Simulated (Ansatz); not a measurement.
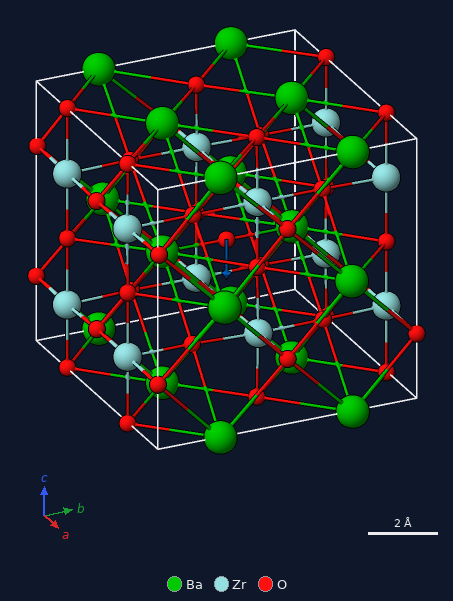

A relaxation of a defect cell of composition Ba8Zr8O25. The starting structure is drawn; blue arrows show the displacements, at their true length.

The picture is a ball-and-stick view of the cell of the calculation (origin shifted), seen from a free direction.

These are results of Ansatz 0.2.0, DFT, PBEsol, PAW, plane waves, not measurements. Settings: plane-wave cutoff 420 eV; k-point mesh 1 × 1 × 1; mesh shifted by (0.25, 0.25, 0.25); no spin polarisation; atoms relaxed in a fixed cell; force threshold 0.03 eV/Å; at most 80 steps.

Question: Which element moves most?

Answer: Oxygen: up to 1.31 Å, against 0.14 Å for barium.

Question: Describe the change and its energy.

Answer: The largest move is that of an O atom, 1.31 Å along −c. Largest moves by element: O 1.31 Å, Ba 0.14 Å, Zr 0.10 Å. The lattice vectors keep their values. Near-neighbour distances that change, for instance: O–Zr 3.007 → 2.244 Å, O–Zr 2.949 → 2.240 Å, O–O 2.114 → 1.447 Å, Ba–O 2.996 → 3.642 Å. New bonds form: O–Zr (2.95 → 2.24 Å), O–Zr (3.01 → 2.24 Å). Bond angles that change, for instance: Ba–O–Ba 179.0° → 114.0°, Zr–O–Zr 179.7° → 142.7°, O–Zr–O 88.6° → 113.4°. The energy falls by 5.328 eV per cell of the calculation in 15 accepted moves (18 points after the start). Largest force component: 5.3 eV/Å at the start, 0.014 eV/Å at the end. The line search rejected the trial step at point 15 of the run. 2 steps only repeated the SCF at the same geometry. The run may lie on a higher electronic state than the lowest, so the end point isn't shown to be the ground-state structure. Cost: 3.1 min on 8 threads of Arm Neoverse-N1, peak memory 1.2 GiB.

Limits of the set-up: the periodic images lie only 8.4 Å apart, so the values are limited by the cell's size.
